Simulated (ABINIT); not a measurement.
**HfB2: geometry relaxation (part 2 of 2)**

Continued. System: HfB2 (P6/mmm, 3 atoms in the cell). Method: Kohn-Sham DFT of a periodic cell, PBE, JTH PAW PBE v2.0, no spin polarisation (ABINIT 10.8.3); cutoff 517.02 eV, 10×10×8 k-mesh, fermi-dirac of 0.05 eV. The structure derives from an entry of the Crystallography Open Database.

Geometry of the input (Å; fractional positions):
```
3.1400  0.0000  0.0000
-1.5700  2.7193  0.0000
0.0000  0.0000  3.4800
Hf 0.0000  0.0000  0.0000
B  0.6667  0.3333  0.5000
B  0.3333  0.6667  0.5000
```

What the program printed, continued:
```
 Cartesian coordinates (xcart) [bohr]
 -1.88338032956439E-30 -3.58832146283231E-29  0.00000000000000E+00
  2.95527003982421E+00  1.70622595304392E+00  3.27816487375629E+00
 -3.32028732985649E-11  3.41245190608784E+00  3.27816487375629E+00
 Reduced coordinates (xred)
 -3.82377306474756E-30 -7.01025061858642E-30  0.00000000000000E+00
  6.66666666666666E-01  3.33333333333333E-01  5.00000000000000E-01
  3.33333333333333E-01  6.66666666666666E-01  5.00000000000000E-01
 Cartesian forces (fcart) [Ha/bohr]; max,rms= 3.34257E-29 1.73165E-29 (free atoms)
  9.49097285969248E-31  9.31534675013926E-30 -0.00000000000000E+00
 -2.18292375772927E-29 -3.34256559859731E-29 -0.00000000000000E+00
  2.08801402913235E-29  2.41103092358338E-29 -0.00000000000000E+00
 Gradient of E wrt nuclear positions in reduced coordinates (gred)
 -5.60967754823830E-30 -4.48774203859065E-29 -0.00000000000000E+00
  1.29022583609481E-28  1.06583873416528E-28  0.00000000000000E+00
 -1.23412906061243E-28 -6.17064530306214E-29 -0.00000000000000E+00
 Scale of Primitive Cell (acell) [bohr]
  5.91054007968163E+00  5.91054007974236E+00  6.55632974751259E+00
 Real space primitive translations (rprimd) [bohr]
  5.91054007968163E+00  0.00000000000000E+00  0.00000000000000E+00
 -2.95527003989062E+00  5.11867785913176E+00  0.00000000000000E+00
  0.00000000000000E+00  0.00000000000000E+00  6.55632974751259E+00
 Unitary Cell Volume (ucvol) [Bohr^3]=  1.98356187835789E+02
 Angles (23,13,12)= [degrees]
  9.00000000000000E+01  9.00000000000000E+01  1.20000000000218E+02
 Lengths [Bohr]
  5.91054007968163E+00  5.91054007974236E+00  6.55632974751259E+00
 Stress tensor in cartesian coordinates (strten) [Ha/bohr^3]
 -1.44818209134666E-04  4.49140668863917E-13  0.00000000000000E+00
  4.49140668863917E-13 -1.44818209880812E-04  0.00000000000000E+00
  0.00000000000000E+00  0.00000000000000E+00 -1.52986665155765E-04
 Total energy (etotal) [Ha]= -5.58705722762759E+01

 Difference of energy with previous step (new-old):
           Absolute (Ha)= 2.09223E-04
           Relative     = 3.74477E-06

--- Iteration: ( 3/60) Internal Cycle: (1/1)
--------------------------------------------------------------------------------

---SELF-CONSISTENT-FIELD CONVERGENCE--------------------------------------------

--- !BeginCycle
iteration_state: {dtset: 1, itime: 3, icycle: 1, }
solver: {iscf: 17, nstep: 100, nline: 4, wfoptalg: 10, }
tolerances: {tolvrs: 1.00E-09, }
...

     iter   Etot(hartree)      deltaE(h)  residm     nres2
 ETOT  1  -55.870501382195    -5.587E+01 1.245E+00 4.934E-03
 ETOT  2  -55.870496287204     5.095E-06 2.158E-02 1.174E-04
 ETOT  3  -55.870496275239     1.197E-08 9.287E-01 1.705E-05
 ETOT  4  -55.870496277595    -2.356E-09 1.708E-02 2.530E-07
 ETOT  5  -55.870496277963    -3.683E-10 1.731E-02 1.632E-08
 ETOT  6  -55.870496277760     2.032E-10 1.761E-04 1.590E-09
 ETOT  7  -55.870496277750     9.230E-12 8.713E-05 1.608E-10

 At SCF step    7       nres2   =  1.61E-10 < tolvrs=  1.00E-09 =>converged.

 Cartesian components of stress tensor (hartree/bohr^3)
  sigma(1 1)= -1.69640196E-04  sigma(3 2)=  0.00000000E+00
  sigma(2 2)= -1.69640197E-04  sigma(3 1)=  0.00000000E+00
  sigma(3 3)= -1.71719051E-04  sigma(2 1)=  4.51143383E-13

--- !ResultsGS
iteration_state: {dtset: 1, itime: 3, icycle: 1, }
comment   : Summary of ground state results
lattice_vectors:
- [  5.9051068,   0.0000000,   0.0000000, ]
- [ -2.9525534,   5.1139725,   0.0000000, ]
- [  0.0000000,   0.0000000,   6.5522651, ]
lattice_lengths: [   5.90511,    5.90511,    6.55227, ]
lattice_angles: [ 90.000,  90.000, 120.000, ] # degrees, (23, 13, 12)
lattice_volume:   1.9786893E+02
convergence: {deltae:  9.230E-12, res2:  1.608E-10, residm:  8.713E-05, diffor: null, }
etotal    :  -5.58704963E+01
entropy   :   0.00000000E+00
fermie    :   1.13825048E-01
cartesian_stress_tensor: # hartree/bohr^3
- [ -1.69640196E-04,   4.51143383E-13,   0.00000000E+00, ]
- [  4.51143383E-13,  -1.69640197E-04,   0.00000000E+00, ]
- [  0.00000000E+00,   0.00000000E+00,  -1.71719051E-04, ]
pressure_GPa:   5.0114E+00
xred      :
- [ -2.5210E-30,  -4.7957E-30,   0.0000E+00, Hf]
- [  6.6667E-01,   3.3333E-01,   5.0000E-01,  B]
- [  3.3333E-01,   6.6667E-01,   5.0000E-01,  B]
cartesian_forces: # hartree/bohr
- [ -9.49970556E-30,  -1.42601097E-29,  -0.00000000E+00, ]
- [ -2.65991756E-29,  -1.09693151E-28,  -0.00000000E+00, ]
- [  3.60988811E-29,   1.23953261E-28,  -0.00000000E+00, ]
force_length_stats: {min:   1.71346180E-29, max:   1.29102828E-28, mean:   8.63698376E-29, }
...

 Integrated electronic density in atomic spheres:
 ------------------------------------------------
 Atom  Sphere_radius  Integrated_density
    1        2.41119          9.70199159
    2        1.70617          1.85852086
    3        1.70617          1.85852086

---OUTPUT-----------------------------------------------------------------------

 Cartesian coordinates (xcart) [bohr]
 -7.27482139932511E-31 -2.45249325854951E-29  0.00000000000000E+00
  2.95255337877001E+00  1.70465748805296E+00  3.27613257365058E+00
 -3.31726745285385E-11  3.40931497610592E+00  3.27613257365058E+00
 Reduced coordinates (xred)
 -2.52103123301834E-30 -4.79567161485075E-30  0.00000000000000E+00
  6.66666666666666E-01  3.33333333333333E-01  5.00000000000000E-01
  3.33333333333333E-01  6.66666666666666E-01  5.00000000000000E-01
 Cartesian forces (fcart) [Ha/bohr]; max,rms= 1.23953E-28 5.74468E-29 (free atoms)
 -9.49970555747191E-30 -1.42601096581315E-29 -0.00000000000000E+00
 -2.65991755609213E-29 -1.09693151215944E-28 -0.00000000000000E+00
  3.60988811183932E-29  1.23953260874076E-28 -0.00000000000000E+00
 Gradient of E wrt nuclear positions in reduced coordinates (gred)
  5.60967754823831E-29  4.48774203859064E-29  0.00000000000000E+00
  1.57070971350673E-28  4.82432269148494E-28  0.00000000000000E+00
 -2.13167746833056E-28 -5.27309689534401E-28 -0.00000000000000E+00
 Scale of Primitive Cell (acell) [bohr]
  5.90510675757320E+00  5.90510675763387E+00  6.55226514730115E+00
 Real space primitive translations (rprimd) [bohr]
  5.90510675757320E+00  0.00000000000000E+00  0.00000000000000E+00
 -2.95255337883636E+00  5.11397246415888E+00  0.00000000000000E+00
  0.00000000000000E+00  0.00000000000000E+00  6.55226514730115E+00
 Unitary Cell Volume (ucvol) [Bohr^3]=  1.97868928654402E+02
 Angles (23,13,12)= [degrees]
  9.00000000000000E+01  9.00000000000000E+01  1.20000000000218E+02
 Lengths [Bohr]
  5.90510675757320E+00  5.90510675763387E+00  6.55226514730115E+00
 Stress tensor in cartesian coordinates (strten) [Ha/bohr^3]
 -1.69640196208978E-04  4.51143383144882E-13  0.00000000000000E+00
  4.51143383144882E-13 -1.69640196958393E-04  0.00000000000000E+00
  0.00000000000000E+00  0.00000000000000E+00 -1.71719050555796E-04
 Total energy (etotal) [Ha]= -5.58704962777503E+01

 Difference of energy with previous step (new-old):
           Absolute (Ha)= 7.59985E-05
           Relative     = 1.36026E-06

--- Iteration: ( 4/60) Internal Cycle: (1/1)
--------------------------------------------------------------------------------

---SELF-CONSISTENT-FIELD CONVERGENCE--------------------------------------------

--- !BeginCycle
iteration_state: {dtset: 1, itime: 4, icycle: 1, }
solver: {iscf: 17, nstep: 100, nline: 4, wfoptalg: 10, }
tolerances: {tolvrs: 1.00E-09, }
...

     iter   Etot(hartree)      deltaE(h)  residm     nres2
 ETOT  1  -55.870497454749    -5.587E+01 6.279E-05 2.709E-06
 ETOT  2  -55.870497449109     5.640E-09 5.561E-05 2.109E-07
 ETOT  3  -55.870497448569     5.397E-10 1.308E-04 1.490E-08
 ETOT  4  -55.870497448541     2.815E-11 4.773E-05 9.936E-11

 At SCF step    4       nres2   =  9.94E-11 < tolvrs=  1.00E-09 =>converged.

 Cartesian components of stress tensor (hartree/bohr^3)
  sigma(1 1)= -1.69614690E-04  sigma(3 2)=  0.00000000E+00
  sigma(2 2)= -1.69614691E-04  sigma(3 1)=  0.00000000E+00
  sigma(3 3)= -1.70945550E-04  sigma(2 1)=  4.51093638E-13

--- !ResultsGS
iteration_state: {dtset: 1, itime: 4, icycle: 1, }
comment   : Summary of ground state results
lattice_vectors:
- [  5.9050541,   0.0000000,   0.0000000, ]
- [ -2.9525270,   5.1139268,   0.0000000, ]
- [  0.0000000,   0.0000000,   6.5526072, ]
lattice_lengths: [   5.90505,    5.90505,    6.55261, ]
lattice_angles: [ 90.000,  90.000, 120.000, ] # degrees, (23, 13, 12)
lattice_volume:   1.9787573E+02
convergence: {deltae:  2.815E-11, res2:  9.936E-11, residm:  4.773E-05, diffor: null, }
etotal    :  -5.58704974E+01
entropy   :   0.00000000E+00
fermie    :   1.13819518E-01
cartesian_stress_tensor: # hartree/bohr^3
- [ -1.69614690E-04,   4.51093638E-13,   0.00000000E+00, ]
- [  4.51093638E-13,  -1.69614691E-04,   0.00000000E+00, ]
- [  0.00000000E+00,   0.00000000E+00,  -1.70945550E-04, ]
pressure_GPa:   5.0033E+00
xred      :
- [ -5.4684E-30,  -7.5334E-30,   0.0000E+00, Hf]
- [  6.6667E-01,   3.3333E-01,   5.0000E-01,  B]
- [  3.3333E-01,   6.6667E-01,   5.0000E-01,  B]
cartesian_forces: # hartree/bohr
- [ -9.49979031E-30,  -1.42602369E-29,  -0.00000000E+00, ]
- [ -2.94493500E-29,  -5.21047117E-29,  -0.00000000E+00, ]
- [  3.89491403E-29,   6.63649486E-29,  -0.00000000E+00, ]
force_length_stats: {min:   1.71347708E-29, max:   7.69502562E-29, mean:   5.13120730E-29, }
...

 Integrated electronic density in atomic spheres:
 ------------------------------------------------
 Atom  Sphere_radius  Integrated_density
    1        2.41119          9.70199733
    2        1.70617          1.85855153
    3        1.70617          1.85855153

---OUTPUT-----------------------------------------------------------------------

 Cartesian coordinates (xcart) [bohr]
 -1.00485037154799E-29 -3.85254005297241E-29  0.00000000000000E+00
  2.95252703795996E+00  1.70464228017919E+00  3.27630359466342E+00
 -3.31722304325050E-11  3.40928456035837E+00  3.27630359466342E+00
 Reduced coordinates (xred)
 -5.46839261195714E-30 -7.53342817193576E-30  0.00000000000000E+00
  6.66666666666666E-01  3.33333333333333E-01  5.00000000000000E-01
  3.33333333333333E-01  6.66666666666666E-01  5.00000000000000E-01
 Cartesian forces (fcart) [Ha/bohr]; max,rms= 6.63649E-29 3.29934E-29 (free atoms)
 -9.49979030858050E-30 -1.42602368789275E-29 -0.00000000000000E+00
 -2.94493499565996E-29 -5.21047116729530E-29 -0.00000000000000E+00
  3.89491402651801E-29  6.63649485518804E-29 -0.00000000000000E+00
 Gradient of E wrt nuclear positions in reduced coordinates (gred)
  5.60967754823831E-29  4.48774203859064E-29  0.00000000000000E+00
  1.73900003995387E-28  1.79509681543626E-28  0.00000000000000E+00
 -2.29996779477771E-28 -2.24387101929532E-28 -0.00000000000000E+00
 Scale of Primitive Cell (acell) [bohr]
  5.90505407595310E+00  5.90505407601377E+00  6.55260718932685E+00
 Real space primitive translations (rprimd) [bohr]
  5.90505407595310E+00  0.00000000000000E+00  0.00000000000000E+00
 -2.95252703802631E+00  5.11392684053756E+00  0.00000000000000E+00
  0.00000000000000E+00  0.00000000000000E+00  6.55260718932685E+00
 Unitary Cell Volume (ucvol) [Bohr^3]=  1.97875727137851E+02
 Angles (23,13,12)= [degrees]
  9.00000000000000E+01  9.00000000000000E+01  1.20000000000218E+02
 Lengths [Bohr]
  5.90505407595310E+00  5.90505407601377E+00  6.55260718932685E+00
 Stress tensor in cartesian coordinates (strten) [Ha/bohr^3]
 -1.69614689786518E-04  4.51093638211239E-13  0.00000000000000E+00
  4.51093638211239E-13 -1.69614690535912E-04  0.00000000000000E+00
  0.00000000000000E+00  0.00000000000000E+00 -1.70945550271057E-04
 Total energy (etotal) [Ha]= -5.58704974485409E+01

 Difference of energy with previous step (new-old):
           Absolute (Ha)=-1.17079E-06
           Relative     =-2.09554E-08

 At Broyd/MD step   4, gradients are converged :
  max grad (force/stress) = 9.9905E-05 < tolmxf= 1.0000E-04 ha/bohr (free atoms)

================================================================================

 ----iterations are completed or convergence reached----

 Mean square residual over all n,k,spin=   11.777E-08; max=  47.731E-06
 reduced coordinates (array xred) for    3 atoms
      -0.000000000000     -0.000000000000      0.000000000000
       0.666666666667      0.333333333333      0.500000000000
       0.333333333333      0.666666666667      0.500000000000
 rms dE/dt=  1.4390E-28; max dE/dt=  1.3463E-28; dE/dt below (all hartree)
    1       0.000000000000      0.000000000000      0.000000000000
    2       0.000000000000      0.000000000000      0.000000000000
    3      -0.000000000000     -0.000000000000      0.000000000000

 cartesian coordinates (angstrom) at end:
    1     -0.00000000000000    -0.00000000000000     0.00000000000000
    2      1.56241002200339     0.90205784680059     1.73374519711927
    3     -0.00000000001755     1.80411569360117     1.73374519711927

 cartesian forces (hartree/bohr) at end:
    1     -0.00000000000000    -0.00000000000000    -0.00000000000000
    2     -0.00000000000000    -0.00000000000000    -0.00000000000000
    3      0.00000000000000     0.00000000000000    -0.00000000000000
 frms,max,avg= 3.2993446E-29 6.6364949E-29   0.000E+00  0.000E+00  0.000E+00 h/b

 cartesian forces (eV/Angstrom) at end:
    1     -0.00000000000000    -0.00000000000000    -0.00000000000000
    2     -0.00000000000000    -0.00000000000000    -0.00000000000000
    3      0.00000000000000     0.00000000000000    -0.00000000000000
 frms,max,avg= 1.6965912E-27 3.4126229E-27   0.000E+00  0.000E+00  0.000E+00 e/A
 length scales=  5.905054075953  5.905054076014  6.552607189327 bohr
              =  3.124820044024  3.124820044056  3.467490394239 angstroms
 Fermi (or HOMO) energy (hartree) =   0.11382   Average Vxc (hartree)=  -0.46787
 Eigenvalues (hartree) for nkpt=  70  k points:
 kpt#   1, nband= 13, wtk=  0.00125, kpt=  0.0000  0.0000  0.0000 (reduced coord)
  -2.14949   -1.00581   -0.98715   -0.98715   -0.39055    0.00572    0.01037    0.01037
   0.01486    0.26869    0.26869    0.29129    0.29129
      occupation numbers for kpt#   1
   2.00000    2.00000    2.00000    2.00000    2.00000    2.00000    2.00000    2.00000
   2.00000    0.00000    0.00000    0.00000    0.00000
 prteigrs : prtvol=0 or 1, do not print more k-points.

 Fermi (or HOMO) energy (eV) =   3.09719   Average Vxc (eV)= -12.73132
 Eigenvalues (   eV  ) for nkpt=  70  k points:
 kpt#   1, nband= 13, wtk=  0.00125, kpt=  0.0000  0.0000  0.0000 (reduced coord)
 -58.49064  -27.36955  -26.86162  -26.86162  -10.62751    0.15563    0.28213    0.28213
   0.40447    7.31155    7.31155    7.92647    7.92652
 prteigrs : prtvol=0 or 1, do not print more k-points.

--- !EnergyTerms
iteration_state     : {dtset: 1, itime: 4, icycle: 1, }
comment             : Components of total free energy in Hartree
kinetic             :  9.02545075117104E+00
hartree             :  5.63608005386604E+00
xc                  : -1.14168481449946E+01
Ewald energy        : -4.90664556424851E+01
psp_core            :  9.20750643956139E+00
local_psp           :  3.60022114620210E-01
PAW spherical_terms : -1.96161594920523E+01
internal            : -5.58704039203134E+01
'-kT*entropy'       : -9.37976391897369E-05
total_energy        : -5.58704977179526E+01
total_energy_eV     : -1.52031369315841E+03
...

--- !EnergyTermsDC
iteration_state     : {dtset: 1, itime: 4, icycle: 1, }
comment             : '"Double-counting" decomposition of free energy'
band_energy         : -1.12353447923150E+01
Ewald energy        : -4.90664556424851E+01
psp_core            :  9.20750643956139E+00
xc_dc               : -1.01348820030908E+01
PAW spherical_terms :  5.35877234742773E+00
internal            : -5.58704036509017E+01
'-kT*entropy'       : -9.37976391897369E-05
total_energy_dc     : -5.58704974485409E+01
total_energy_dc_eV  : -1.52031368582734E+03
...

--- !EnergyTermsWithPAWCore
iteration_state     : {dtset: 1, itime: 4, icycle: 1, }
comment             : 'Components of total free energy, including PAW core contributions'
Total energy        : -1.51282966447043E+04
Total energy DC     : -1.51282966444349E+04
Total energy (eV)   : -4.11661923242826E+05
Total energy DC (eV): -4.11661923235495E+05
...

 Cartesian components of stress tensor (hartree/bohr^3)
  sigma(1 1)= -1.69614690E-04  sigma(3 2)=  0.00000000E+00
  sigma(2 2)= -1.69614691E-04  sigma(3 1)=  0.00000000E+00
  sigma(3 3)= -1.70945550E-04  sigma(2 1)=  4.51093638E-13

-Cartesian components of stress tensor (GPa)         [Pressure=  5.0033E+00 GPa]
- sigma(1 1)= -4.99023646E+00  sigma(3 2)=  0.00000000E+00
- sigma(2 2)= -4.99023648E+00  sigma(3 1)=  0.00000000E+00
- sigma(3 3)= -5.02939173E+00  sigma(2 1)=  1.32716330E-08

== END DATASET(S) ==============================================================
================================================================================

 -outvars: echo values of variables after computation  --------
            acell      5.9050540760E+00  5.9050540760E+00  6.5526071893E+00 Bohr
           etotal     -5.5870497449E+01
            fcart     -9.4997903086E-30 -1.4260236879E-29 -0.0000000000E+00
                      -2.9449349957E-29 -5.2104711673E-29 -0.0000000000E+00
                       3.8949140265E-29  6.6364948552E-29 -0.0000000000E+00
            rprim      1.0000000000E+00  0.0000000000E+00  0.0000000000E+00
                      -5.0000000000E-01  8.6602540378E-01  0.0000000000E+00
                       0.0000000000E+00  0.0000000000E+00  1.0000000000E+00
           strten     -1.6961468979E-04 -1.6961469054E-04 -1.7094555027E-04
                       0.0000000000E+00  0.0000000000E+00  4.5109363821E-13
           xangst     -5.3174391663E-30 -2.0386763987E-29  0.0000000000E+00
                       1.5624100220E+00  9.0205784680E-01  1.7337451971E+00
                      -1.7553988368E-11  1.8041156936E+00  1.7337451971E+00
             xred     -5.4683926120E-30 -7.5334281719E-30  0.0000000000E+00
                       6.6666666667E-01  3.3333333333E-01  5.0000000000E-01
                       3.3333333333E-01  6.6666666667E-01  5.0000000000E-01
 Calculation completed.
```

Trajectory as extended XYZ (Å, eV, eV/Å), 4 frames, from step=0 to step=3:
```
3
Lattice="3.1400 0.0000 0.0000 -1.5700 2.7193 0.0000 0.0000 0.0000 3.4800" Properties=species:S:1:pos:R:3:forces:R:3 step=0 energy=-1520.32141
Hf    0.0000    0.0000    0.0000    0.0000   0.0000   0.0000
B     1.5700    0.9064    1.7400    0.0000   0.0000   0.0000
B     0.0000    1.8129    1.7400    0.0000   0.0000   0.0000
3
Lattice="3.1277 0.0000 0.0000 -1.5639 2.7087 0.0000 0.0000 0.0000 3.4695" Properties=species:S:1:pos:R:3:forces:R:3 step=1 energy=-1520.31572
Hf    0.0000    0.0000    0.0000    0.0000   0.0000   0.0000
B     1.5639    0.9029    1.7347    0.0000   0.0000   0.0000
B     0.0000    1.8058    1.7347    0.0000   0.0000   0.0000
3
Lattice="3.1248 0.0000 0.0000 -1.5624 2.7062 0.0000 0.0000 0.0000 3.4673" Properties=species:S:1:pos:R:3:forces:R:3 step=2 energy=-1520.31365
Hf    0.0000    0.0000    0.0000    0.0000   0.0000   0.0000
B     1.5624    0.9021    1.7337    0.0000   0.0000   0.0000
B     0.0000    1.8041    1.7337    0.0000   0.0000   0.0000
3
Lattice="3.1248 0.0000 0.0000 -1.5624 2.7062 0.0000 0.0000 0.0000 3.4675" Properties=species:S:1:pos:R:3:forces:R:3 step=3 energy=-1520.31369
Hf    0.0000    0.0000    0.0000    0.0000   0.0000   0.0000
B     1.5624    0.9021    1.7337    0.0000   0.0000   0.0000
B     0.0000    1.8041    1.7337    0.0000   0.0000   0.0000
```

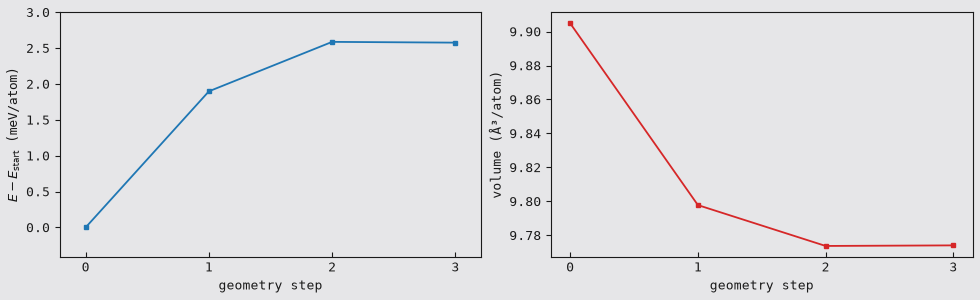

Figure 1. Progress of the relaxation, step by step (steps are counted from 0). No atom moves by more than 0.005 Å relative to the cell. The volume changes by −1.3 %, with a = b 3.140 → 3.125 Å (−0.5 %), c 3.480 → 3.467 Å (−0.4 %). Among the contacts that change: Hf1–Hf1 3.140 → 3.125 Å, Hf1–B2 2.513 → 2.502 Å, B2–B3 1.813 → 1.804 Å. The space group stays P6/mmm (No. 191). The energy rises by 2.6 meV per atom in 3 geometry steps. All forces vanish by symmetry, so only the cell relaxes. (Atoms are counted from 1 in the order of the input.)
